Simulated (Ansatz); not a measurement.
**Geometry relaxation of AlNi2 (part 1 of 2)**

AlNi2 (6 atoms in the cell), computed with DFT PBEsol, scalar-relativistic, plane waves, PAW, no spin polarisation (Ansatz 0.2.0).

The structure derives from a Materials Project entry. Figures and captions count atoms from 1; the log counts them from 0 in places.

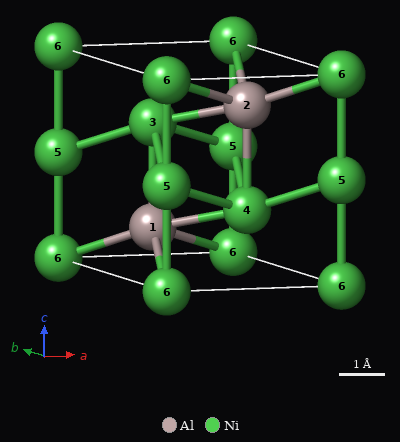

Fig. 1: The starting structure (ball-and-stick view of the cell of the calculation, seen at an oblique angle; atoms are numbered from 1 in the order of the input). An atom can appear more than once, as a periodic image.

Input
```yaml
crystal:
  lattice:
    - [3.9740030242, 0.0, 0.0]
    - [-1.9870015121, 3.4415875737, 0.0]
    - [0.0, 0.0, 4.90425882]
  atoms:
    - { symbol: Al, position: [0.33333333, 0.66666667, 0.18987406] }
    - { symbol: Al, position: [0.66666667, 0.33333333, 0.81012594] }
    - { symbol: Ni, position: [0.33333333, 0.66666667, 0.68511004] }
    - { symbol: Ni, position: [0.66666667, 0.33333333, 0.31488996] }
    - { symbol: Ni, position: [0.0, 0.0, 0.5] }
    - { symbol: Ni, position: [0.0, 0.0, 0.0] }
basis:
  ecutwfc: 420
kpoints:
  mp_grid: { grid: [12, 12, 8] }
hamiltonian:
  xc: pbesol
scf:
  occupations: { method: gaussian, width: 0.1 }
output:
  forces: true
  stress: true
  eigenvalues: true
  write_density: true
  write_potential: true
  elf: true
  volumetric_format: npy
relax:
  adjacent_minimum: "off"
  f_tol: 0.005
  max_steps: 80
  cell: { stress_tol: 0.05 }
```

Command:
```bash
ansatz run input.yaml --threads 1 --pin off --max-ram 2560MiB --backend cpu --events-out ev --progress --plain --runs-dir out
```

Log
```
Engine: ansatz 0.2.0, x86_64-unknown-linux-gnu
Pseudopotentials: kind: paw
Pseudopotential: Al, paw, valence charge 3, recommended cutoff 420 eV (normal), Al.paw.azcp
Pseudopotential: Ni, paw, valence charge 18, recommended cutoff 420 eV (normal), Ni.paw.azcp
Functional definition: PBEsol
  exchange = pbesol_x
  correlation = pbesol_c
Crystal: 6 atoms, lattice volume = 67.075 Å³
Basis set: ecut = 420 eV, 1337 PW (Γ), exchange–correlation on 54×54×72 points (8 copies of the dense FFT grid, shifted against one another)
Bands: 47, of which v1, the nominal top of the filled ones, is band 39 counted from 1 (38 counted from 0)
Symmetry: 12 space group operations
Space group: P-3m1 (ITA 164), of the structure as read, at distance tolerance 4.1e-5 Å
k-points: 131 of 1152
Non-local potential: Al, projectors of the file, l = 0: 2, l = 1: 2, l = 2: 1
Non-local potential: Ni, projectors of the file, l = 0: 3, l = 1: 2, l = 2: 3, l = 3: 1
PAW form: soft (Blöchl's): semilocal exchange-correlation on the pseudo side does not see the compensation charge
PAW frozen core: Al, regenerated for the run's functional, and the local potential with it (the file was generated under x = pbe(κ = 0.804, μ = 0.2195149727645171), c = pbe(β = 0.06672455060314922))
PAW frozen core: Ni, regenerated for the run's functional, and the local potential with it (the file was generated under x = pbe(κ = 0.804, μ = 0.2195149727645171), c = pbe(β = 0.06672455060314922))
PAW one-centre angular grid: Al, 110 points (default); XC on 64 Gauss nodes
PAW one-centre angular grid: Ni, 590 points (default); XC on 64 Gauss nodes
Initial density: superposition of atomic densities (neutral atoms: chi_scale 0, normalization atom), corrected by the library's trained network
Initial wavefunctions: pseudopotential atomic-orbital guess
Functional: x = pbesol(κ = 0.804, μ = 0.12345679012345678), c = pbesol(β = 0.046)
SCF iter   1: F=—  HF=-24272.071542 eV  |F-HF|=—  |Δ(HF+E_count)|=         —  Δρ=2.47e-2  dr2=2.57e-1  ethr=1.77e-3  ⟨swp⟩=6.0  Hψ=23253  notcnv=0  defer=45
preconditioner: auto → Kerker (q_TF=auto, 2.798 Å⁻¹)  [metal: Δε(μ)=0.018 eV  Ē_g=6.913 eV  σ=0.100 eV  W_gap=0.10  n_scr=22 (ndim 8)  ℏωp=30.8 eV  f_vac=0.000  D(μ)=2.98/eV (n_scr^D=22)]
SCF iter   2: F=—  HF=-24272.039466 eV  |F-HF|=—  |Δ(HF+E_count)|=   3.21e-2  Δρ=6.43e-3  dr2=2.30e-2  ethr=3.29e-4  ⟨swp⟩=2.6  Hψ=10849  notcnv=0  defer=298
SCF iter   3: F=—  HF=-24272.036976 eV  |F-HF|=—  |Δ(HF+E_count)|=   2.49e-3  Δρ=1.83e-3  dr2=2.47e-3  ethr=2.95e-5  ⟨swp⟩=1.1  Hψ=5872  notcnv=0  defer=298
SCF iter   4: F=—  HF=-24272.036615 eV  |F-HF|=—  |Δ(HF+E_count)|=   3.61e-4  Δρ=3.69e-4  dr2=6.11e-5  ethr=3.17e-6  ⟨swp⟩=2.2  Hψ=8863  notcnv=0  defer=298
SCF iter   5: F=—  HF=-24272.036602 eV  |F-HF|=—  |Δ(HF+E_count)|=   1.36e-5  Δρ=1.39e-4  dr2=7.65e-6  ethr=7.84e-8  ⟨swp⟩=2.1  Hψ=9416  notcnv=0  defer=298
SCF iter   6: F=—  HF=-24272.036600 eV  |F-HF|=—  |Δ(HF+E_count)|=   1.76e-6  Δρ=6.34e-5  dr2=2.91e-6  ethr=9.81e-9  ⟨swp⟩=2.0  Hψ=8810  notcnv=0  defer=298
SCF iter   7: F=—  HF=-24272.036600 eV  |F-HF|=—  |Δ(HF+E_count)|=   1.95e-7  Δρ=1.98e-5  dr2=2.71e-7  ethr=3.73e-9  ⟨swp⟩=1.0  Hψ=5858  notcnv=0  defer=298
SCF iter   8: F=-24272.036600 eV  HF=-24272.036600 eV  |F-HF|=7.45e-9  |Δ(HF+E_count)|=   3.56e-8  Δρ=3.03e-6  dr2=7.23e-9  ethr=1.28e-10  ⟨swp⟩=12.0  Hψ=42060  notcnv=0
SCF 1 converged in 8 iterations: F = -24272.036600 eV  dr2 = 7.23e-9
  greatest PAW one-centre occupation: 1.001 electrons in one spin orbital (limit 2), on the Ni atom at site 3 (counted from 0), in its partial waves of l = 1
relax step   1: F+E_penalty+E_count = -24272.03659951 eV  Δ(F+E_penalty+E_count) = +0.000e0 eV  max|allowed force component| = 5.877e-2 eV/Å  Δτ_max = 0.0000 Å  P = +0.107 GPa  Ω = 67.075 Å³  (8 SCF iters, dr2 threshold 1.00e-7 eV, accepted)
Crystal: 6 atoms, lattice volume = 67.103 Å³
Initial density: handed on by an earlier stage of this run
Initial wavefunctions: those handed on with the density
iter 1 solved again at ethr=1.30e-7 eV; its pass at ethr=3.10e-3 eV (dr2=1.01e-4 eV) is discarded
SCF iter   1: F=—  HF=-24272.036989 eV  |F-HF|=—  |Δ(HF+E_count)|=         —  Δρ=4.04e-4  dr2=1.03e-4  ethr=1.30e-7  ⟨swp⟩=2.2  Hψ=21995  notcnv=0
preconditioner: auto → Kerker (q_TF=auto, 2.798 Å⁻¹)  [metal: Δε(μ)=0.015 eV  Ē_g=6.950 eV  σ=0.100 eV  W_gap=0.08  n_scr=22 (ndim 8)  ℏωp=30.7 eV  f_vac=0.000  D(μ)=2.79/eV (n_scr^D=22)]
SCF iter   2: F=—  HF=-24272.036957 eV  |F-HF|=—  |Δ(HF+E_count)|=   3.21e-5  Δρ=1.55e-4  dr2=2.20e-5  ethr=1.30e-7  ⟨swp⟩=1.0  Hψ=6157  notcnv=0
SCF iter   3: F=—  HF=-24272.036955 eV  |F-HF|=—  |Δ(HF+E_count)|=   2.03e-6  Δρ=4.55e-5  dr2=2.79e-6  ethr=2.82e-8  ⟨swp⟩=1.0  Hψ=6157  notcnv=0
iter 4 did not close the SCF: its close was put off for the readings that it lacked (scf_convergence_deferred on its scf_iter line)
SCF iter   4: F=-24272.036955 eV  HF=-24272.036955 eV  |F-HF|=8.09e-8  |Δ(HF+E_count)|=   2.52e-7  Δρ=1.55e-5  dr2=1.23e-7  ethr=3.57e-9  ⟨swp⟩=1.2  Hψ=6199  notcnv=0
iter 5 did not close the SCF: its close was put off for the readings that it lacked (scf_convergence_deferred on its scf_iter line)
SCF iter   5: F=-24272.036955 eV  HF=-24272.036955 eV  |F-HF|=9.24e-9  |Δ(HF+E_count)|=   2.13e-8  Δρ=4.35e-6  dr2=1.12e-8  ethr=1.58e-10  ⟨swp⟩=2.1  Hψ=9694  notcnv=0
SCF iter   6: F=-24272.036955 eV  HF=-24272.036955 eV  |F-HF|=2.11e-9  |Δ(HF+E_count)|=  5.53e-10  Δρ=1.97e-6  dr2=2.09e-9  ethr=1.43e-11  ⟨swp⟩=5.6  Hψ=36879  notcnv=0
SCF 2 converged in 6 iterations: F = -24272.036955 eV  dr2 = 2.09e-9
relax step   2: F+E_penalty+E_count = -24272.03695501 eV  Δ(F+E_penalty+E_count) = -3.555e-4 eV  max|allowed force component| = 4.163e-2 eV/Å  Δτ_max = 0.0028 Å  P = +0.038 GPa  Ω = 67.103 Å³  energy of the carried Pulay correction = -9.969e-6 eV  (6 SCF iters, dr2 threshold 2.16e-7 eV, accepted)
Crystal: 6 atoms, lattice volume = 67.106 Å³
iter 1 solved again at ethr=1.70e-6 eV; its pass at ethr=3.10e-3 eV (dr2=1.33e-3 eV) is discarded
SCF iter   1: F=—  HF=-24272.037727 eV  |F-HF|=—  |Δ(HF+E_count)|=         —  Δρ=1.62e-3  dr2=1.32e-3  ethr=1.70e-6  ⟨swp⟩=2.0  Hψ=23305  notcnv=0
preconditioner: auto → Kerker (q_TF=auto, 2.798 Å⁻¹)  [metal: Δε(μ)=0.014 eV  Ē_g=6.948 eV  σ=0.100 eV  W_gap=0.08  n_scr=22 (ndim 8)  ℏωp=30.7 eV  f_vac=0.000  D(μ)=2.75/eV (n_scr^D=22)]
SCF iter   2: F=—  HF=-24272.037635 eV  |F-HF|=—  |Δ(HF+E_count)|=   9.20e-5  Δρ=6.04e-4  dr2=2.25e-4  ethr=1.70e-6  ⟨swp⟩=1.0  Hψ=6157  notcnv=0
SCF iter   3: F=—  HF=-24272.037607 eV  |F-HF|=—  |Δ(HF+E_count)|=   2.87e-5  Δρ=1.62e-4  dr2=2.16e-5  ethr=2.88e-7  ⟨swp⟩=1.0  Hψ=6157  notcnv=0
SCF iter   4: F=—  HF=-24272.037583 eV  |F-HF|=—  |Δ(HF+E_count)|=   2.37e-5  Δρ=6.34e-5  dr2=1.56e-6  ethr=2.76e-8  ⟨swp⟩=2.0  Hψ=8518  notcnv=0
iter 5 did not close the SCF: its close was put off for the readings that it lacked (scf_convergence_deferred on its scf_iter line)
SCF iter   5: F=-24272.037583 eV  HF=-24272.037583 eV  |F-HF|=3.04e-8  |Δ(HF+E_count)|=   2.27e-7  Δρ=1.03e-5  dr2=5.55e-8  ethr=2.00e-9  ⟨swp⟩=1.2  Hψ=6826  notcnv=0
SCF iter   6: F=-24272.037583 eV  HF=-24272.037583 eV  |F-HF|=4.91e-9  |Δ(HF+E_count)|=   1.40e-8  Δρ=2.70e-6  dr2=4.92e-9  ethr=7.11e-11  ⟨swp⟩=5.9  Hψ=39512  notcnv=0
SCF 3 converged in 6 iterations: F = -24272.037583 eV  dr2 = 4.92e-9
relax step   3: F+E_penalty+E_count = -24272.03758275 eV  Δ(F+E_penalty+E_count) = -6.277e-4 eV  max|allowed force component| = 6.243e-3 eV/Å  Δτ_max = 0.0102 Å  P = +0.066 GPa  Ω = 67.106 Å³  energy of the carried Pulay correction = -1.115e-5 eV  (6 SCF iters, dr2 threshold 1.08e-7 eV, accepted)
Crystal: 6 atoms, lattice volume = 67.152 Å³
iter 1 solved again at ethr=3.53e-8 eV; its pass at ethr=3.10e-3 eV (dr2=2.76e-5 eV) is discarded
SCF iter   1: F=—  HF=-24272.037595 eV  |F-HF|=—  |Δ(HF+E_count)|=         —  Δρ=1.49e-4  dr2=2.53e-5  ethr=3.53e-8  ⟨swp⟩=2.0  Hψ=24993  notcnv=0
preconditioner: auto → Kerker (q_TF=auto, 2.797 Å⁻¹)  [metal: Δε(μ)=0.012 eV  Ē_g=6.944 eV  σ=0.100 eV  W_gap=0.07  n_scr=22 (ndim 8)  ℏωp=30.7 eV  f_vac=0.000  D(μ)=2.75/eV (n_scr^D=22)]
SCF iter   2: F=—  HF=-24272.037582 eV  |F-HF|=—  |Δ(HF+E_count)|=   1.27e-5  Δρ=7.98e-5  dr2=1.20e-5  ethr=3.24e-8  ⟨swp⟩=1.0  Hψ=6157  notcnv=0
SCF iter   3: F=—  HF=-24272.037571 eV  |F-HF|=—  |Δ(HF+E_count)|=   1.08e-5  Δρ=2.33e-5  dr2=8.62e-7  ethr=1.54e-8  ⟨swp⟩=2.1  Hψ=8172  notcnv=0
SCF iter   4: F=—  HF=-24272.037571 eV  |F-HF|=—  |Δ(HF+E_count)|=   1.63e-7  Δρ=1.43e-5  dr2=1.24e-7  ethr=1.10e-9  ⟨swp⟩=2.0  Hψ=8825  notcnv=0
iter 5 did not close the SCF: its close was put off for the readings that it lacked (scf_convergence_deferred on its scf_iter line)
SCF iter   5: F=-24272.037571 eV  HF=-24272.037571 eV  |F-HF|=3.05e-9  |Δ(HF+E_count)|=   2.04e-8  Δρ=2.75e-6  dr2=4.56e-9  ethr=1.60e-10  ⟨swp⟩=2.5  Hψ=9296  notcnv=0
SCF iter   6: F=-24272.037571 eV  HF=-24272.037571 eV  |F-HF|=1.30e-9  |Δ(HF+E_count)|=  6.55e-10  Δρ=1.72e-6  dr2=1.23e-9  ethr=5.85e-12  ⟨swp⟩=5.9  Hψ=35732  notcnv=0
SCF 4 converged in 6 iterations: F = -24272.037571 eV  dr2 = 1.23e-9
relax step   4: F+E_penalty+E_count = -24272.03757128 eV  Δ(F+E_penalty+E_count) = +1.147e-5 eV  max|allowed force component| = 1.869e-3 eV/Å  Δτ_max = 0.0012 Å  P = -0.065 GPa  Ω = 67.152 Å³  energy of the carried Pulay correction = -2.786e-5 eV  (6 SCF iters, dr2 threshold 1.54e-8 eV, accepted)
Crystal: 6 atoms, lattice volume = 67.130 Å³
iter 1 solved again at ethr=2.77e-9 eV; its pass at ethr=3.10e-3 eV (dr2=2.16e-6 eV) is discarded
SCF iter   1: F=—  HF=-24272.037600 eV  |F-HF|=—  |Δ(HF+E_count)|=         —  Δρ=5.14e-5  dr2=2.05e-6  ethr=2.77e-9  ⟨swp⟩=2.0  Hψ=25039  notcnv=0
preconditioner: auto → Kerker (q_TF=auto, 2.797 Å⁻¹)  [metal: Δε(μ)=0.012 eV  Ē_g=6.946 eV  σ=0.100 eV  W_gap=0.07  n_scr=22 (ndim 8)  ℏωp=30.7 eV  f_vac=0.000  D(μ)=2.75/eV (n_scr^D=22)]
SCF iter   2: F=—  HF=-24272.037585 eV  |F-HF|=—  |Δ(HF+E_count)|=   1.50e-5  Δρ=2.19e-5  dr2=7.18e-7  ethr=2.63e-9  ⟨swp⟩=1.0  Hψ=6157  notcnv=0
SCF iter   3: F=—  HF=-24272.037585 eV  |F-HF|=—  |Δ(HF+E_count)|=   1.53e-7  Δρ=6.55e-6  dr2=9.71e-8  ethr=9.20e-10  ⟨swp⟩=2.4  Hψ=8332  notcnv=0
SCF iter   4: F=—  HF=-24272.037585 eV  |F-HF|=—  |Δ(HF+E_count)|=   1.79e-8  Δρ=3.91e-6  dr2=1.19e-8  ethr=1.25e-10  ⟨swp⟩=2.0  Hψ=7805  notcnv=0
iter 5 did not close the SCF: its close was put off for the readings that it lacked (scf_convergence_deferred on its scf_iter line)
SCF iter   5: F=-24272.037585 eV  HF=-24272.037585 eV  |F-HF|=1.86e-10  |Δ(HF+E_count)|=   2.10e-9  Δρ=1.11e-6  dr2=4.27e-10  ethr=1.53e-11  ⟨swp⟩=2.1  Hψ=7994  notcnv=0
SCF iter   6: F=-24272.037585 eV  HF=-24272.037585 eV  |F-HF|=8.37e-11  |Δ(HF+E_count)|=  1.46e-11  Δρ=4.08e-7  dr2=7.89e-11  ethr=1.00e-12  ⟨swp⟩=4.9  Hψ=32535  notcnv=0
SCF 5 converged in 6 iterations: F = -24272.037585 eV  dr2 = 7.89e-11
relax step   5: F+E_penalty+E_count = -24272.03758461 eV  Δ(F+E_penalty+E_count) = -1.333e-5 eV  max|allowed force component| = 2.556e-5 eV/Å  Δτ_max = 0.0002 Å  P = +0.000 GPa  Ω = 67.130 Å³  energy of the carried Pulay correction = -1.965e-5 eV  (6 SCF iters, dr2 threshold 1.16e-8 eV, accepted)
Initial wavefunctions: pseudopotential atomic-orbital guess (no wavefunctions were taken with the density)
iter 1 solved again at ethr=1.35e-7 eV; its pass at ethr=3.10e-3 eV (dr2=1.05e-4 eV) is discarded
SCF iter   1: F=—  HF=-24272.037620 eV  |F-HF|=—  |Δ(HF+E_count)|=         —  Δρ=2.15e-6  dr2=3.00e-9  ethr=1.35e-7  ⟨swp⟩=3.0  Hψ=38595  notcnv=0
eigensolver tolerance schedule: the retry pair's looser diagonalisation over-reported the residual by 35072.67 of it (diagonalisation noise at an unbounded share of the residual, at the tolerance the schedule requests for it); recorded, not acted on — ethr = c·dr2/N_el stays at c = 1.0e-1
SCF iter   2: F=—  HF=-24272.037605 eV  |F-HF|=—  |Δ(HF+E_count)|=   1.54e-5  Δρ=1.23e-6  dr2=4.18e-10  ethr=3.84e-12  ⟨swp⟩=3.1  Hψ=15680  notcnv=0
SCF iter   3: F=—  HF=-24272.037605 eV  |F-HF|=—  |Δ(HF+E_count)|=  2.91e-11  Δρ=6.38e-7  dr2=1.08e-10  ethr=1.00e-12  ⟨swp⟩=1.0  Hψ=6157  notcnv=0
iter 4 did not close the SCF: its close was put off for the readings that it lacked (scf_convergence_deferred on its scf_iter line)
SCF iter   4: F=-24272.037605 eV  HF=-24272.037605 eV  |F-HF|=0.00e0  |Δ(HF+E_count)|=  7.28e-12  Δρ=2.40e-7  dr2=2.31e-11  ethr=1.00e-12  ⟨swp⟩=1.0  Hψ=6157  notcnv=0
iter 5 did not close the SCF: its close was put off for the readings that it lacked (scf_convergence_deferred on its scf_iter line)
SCF iter   5: F=-24272.037605 eV  HF=-24272.037605 eV  |F-HF|=7.28e-12  |Δ(HF+E_count)|=    0.00e0  Δρ=7.79e-8  dr2=4.63e-12  ethr=1.00e-12  ⟨swp⟩=1.0  Hψ=6157  notcnv=0
iter 6 did not close the SCF: its close was put off for the readings that it lacked (scf_convergence_deferred on its scf_iter line)
SCF iter   6: F=-24272.037605 eV  HF=-24272.037605 eV  |F-HF|=7.28e-12  |Δ(HF+E_count)|=    0.00e0  Δρ=4.11e-8  dr2=1.30e-12  ethr=1.00e-12  ⟨swp⟩=1.0  Hψ=6157  notcnv=0
iter 7 did not close the SCF: its close was put off for the readings that it lacked (scf_convergence_deferred on its scf_iter line)
SCF iter   7: F=-24272.037605 eV  HF=-24272.037605 eV  |F-HF|=0.00e0  |Δ(HF+E_count)|=    0.00e0  Δρ=1.52e-8  dr2=2.03e-13  ethr=1.00e-12  ⟨swp⟩=1.0  Hψ=6157  notcnv=0
SCF iter   8: F=-24272.037605 eV  HF=-24272.037605 eV  |F-HF|=1.09e-11  |Δ(HF+E_count)|=  1.09e-11  Δρ=4.94e-9  dr2=1.76e-14  ethr=1.00e-12  ⟨swp⟩=3.0  Hψ=21983  notcnv=0
SCF 6 converged in 8 iterations: F = -24272.037605 eV  dr2 = 1.76e-14
relax step   6: F+E_penalty+E_count = -24272.03760469 eV  Δ(F+E_penalty+E_count) = -2.008e-5 eV  max|allowed force component| = 2.646e-5 eV/Å  Δτ_max = 0.0000 Å  P = +0.000 GPa  Ω = 67.130 Å³  stress off target by 6.51e-4 GPa  SCF on the basis re-selected at this cell (its energy is not comparable with the rows above)  (8 SCF iters)
```

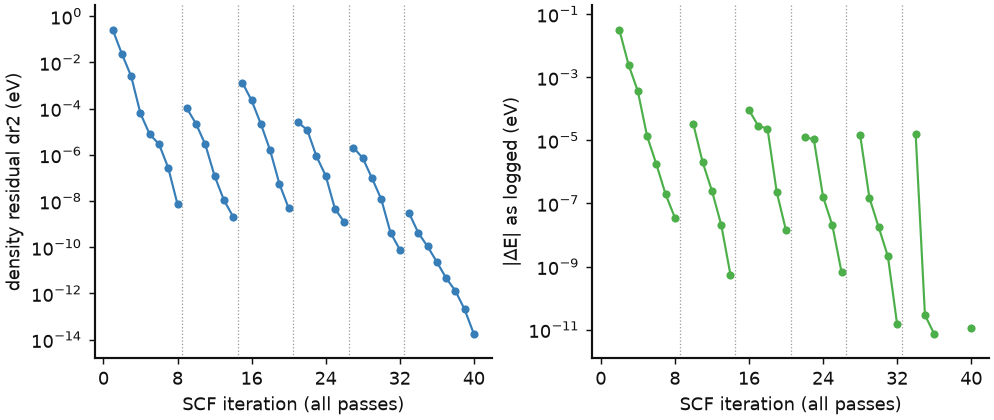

Fig. 2: Convergence of the self-consistent field: density residual dr2 and size of the energy change against the SCF iteration. The dotted lines part the SCF passes of the relaxation: geometry steps, rejected trials and re-solves on a re-selected basis. The 6 passes take 6 to 8 iterations each, 40 in all.
